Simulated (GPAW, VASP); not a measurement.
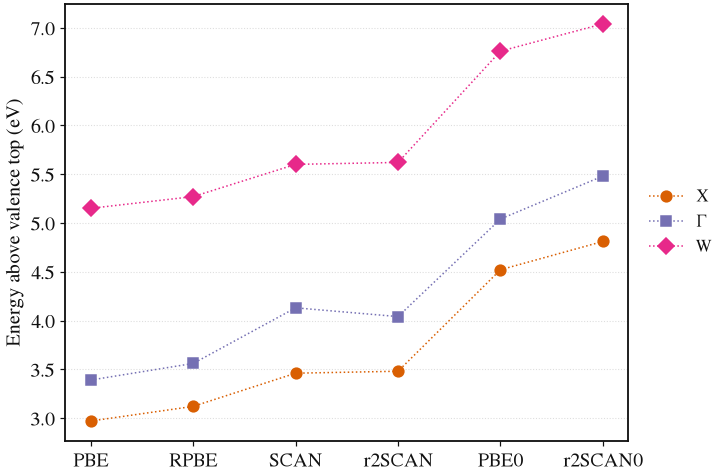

Lowest conduction level at each named k point, counted from the valence-band top at Γ, by several methods on one cell of antifluorite-type Li₂Se, space group Fm-3m (No. 225), 3 atoms in the primitive cell; cubic a = 6.005 Å. All runs are without spin-orbit coupling and carry no moments.

Question: Does PBE0 shift these levels rigidly from PBE?

Answer: The shifts are +1.55 eV at X, +1.65 eV at Γ and +1.61 eV at W, and at points that aren't plotted +1.77 eV (L): over the named points that both runs hold, a spread of 0.22 eV on a mean of 1.64 eV, so one shift describes them only roughly.

Question: How do the methods rank at X?

Answer: From low to high: PBE 2.97, RPBE 3.12, SCAN 3.46, r2SCAN 3.48, PBE0 4.52, r2SCAN0 4.81 eV. Too close to rank are SCAN against r2SCAN (different programs, potentials and cutoffs).

Question: Do the methods agree on which of these conduction levels is lowest?

Answer: Yes: all put it at X.

| method | program | X (eV) | Γ (eV) | W (eV) |
| --- | --- | --- | --- | --- |
| PBE | VASP | 2.97 | 3.39 | 5.15 |
| RPBE | VASP | 3.12 | 3.56 | 5.27 |
| SCAN | VASP | 3.46 | 4.13 | 5.60 |
| r2SCAN | GPAW | 3.48 | 4.04 | 5.62 |
| PBE0 | VASP | 4.52 | 5.04 | 6.76 |
| r2SCAN0 | VASP | 4.81 | 5.48 | 7.04 |

Settings. PBE: VASP PAW PBE potentials, release 64 (Se, Li_sv), 8×8×8 k mesh, 520 eV cutoff, Gaussian smearing of 0.021 eV (VASP). RPBE: VASP PAW PBE potentials, release 64 (Se, Li_sv), 8×8×8 k mesh, 520 eV cutoff, Fermi-Dirac smearing of 0.05 eV (VASP). SCAN: VASP PAW PBE potentials, release 64 (Se, Li_sv), 8×8×8 k mesh, 520 eV cutoff, Fermi-Dirac smearing of 0.05 eV (VASP). r2SCAN: GPAW PAW data sets (gpaw-data 1.2.1), 8×8×8 k mesh, 800 eV cutoff, Fermi-Dirac smearing of 0.05 eV (GPAW). PBE0: VASP PAW PBE potentials, release 64 (Se, Li_sv), 4×4×4 k mesh, 520 eV cutoff, Fermi-Dirac smearing of 0.05 eV (VASP 6.6.1). r2SCAN0: VASP PAW PBE potentials, release 64 (Se, Li_sv), 4×4×4 k mesh, 520 eV cutoff, Fermi-Dirac smearing of 0.05 eV (VASP 6.6.1).

These are six of the 23 methods that were run on this cell. Runs that lie over 0.07 eV from the median of the programs for their method weren't drawn. The runs come from different programs and meshes, which adds differences of its own. Spin-orbit coupling is left out, which matters for Se. RPBE, SCAN, r2SCAN, PBE0 and r2SCAN0: the PAW data sets were made with another functional. LDA, GGA and most meta-GGA functionals understate gaps. PBE0 and r2SCAN0: the k mesh is coarse, so the values aren't converged, least of all with exact exchange.
